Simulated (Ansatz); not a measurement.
System: HgSe, space group F-43m (No. 216) (one of a set of cubic test structures, which need not be the stable phase).

Calculation (Ansatz 0.2.0 development build): equation of state of a cubic crystal from periodic Kohn-Sham density functional theory without spin, third-order Birch-Murnaghan fit to the free energies; pressure corrected for the finite basis. Level: HSE06, no spin-orbit coupling.

```csv
setting,value
structure type,zinc blende
atoms in cell,2
space group number,216
lattice centring,face-centred primitive
k mesh,4×4×4
occupation method,Fermi–Dirac
occupation width,0.1 eV
wave cutoff,420 eV
datasets,soft-1 PAW
density tolerance,1e-07 eV
bands,22
density cutoff ratio,4
search for lower states,default
exchange singularity,Wigner-Seitz
```

Describe the result: the energy above the lowest point and pressure against volume. The volume takes the values 28.35, 29.27, 30.20, 31.12, 32.04 Å³/atom.

A third-order Birch–Murnaghan fit gives V0 = 29.68 Å³/atom, B0 = 49.3 GPa and B′ = 4.6. The energy above the lowest point is 9.2 meV/atom at volume 28.35 Å³/atom and 24.3 meV/atom at 32.04 Å³/atom; the lowest computed point is at volume 29.27 Å³/atom (0.0 meV/atom). The pressure falls from 2.533 GPa at volume 28.35 Å³/atom to −3.161 GPa at 32.04 Å³/atom, and changes sign near 29.69 Å³/atom.

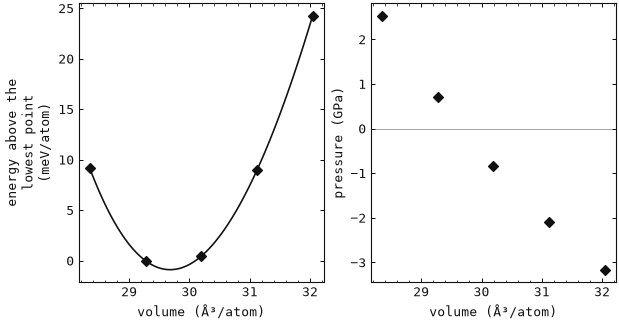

Note: coarse k-mesh, values are not converged in k.
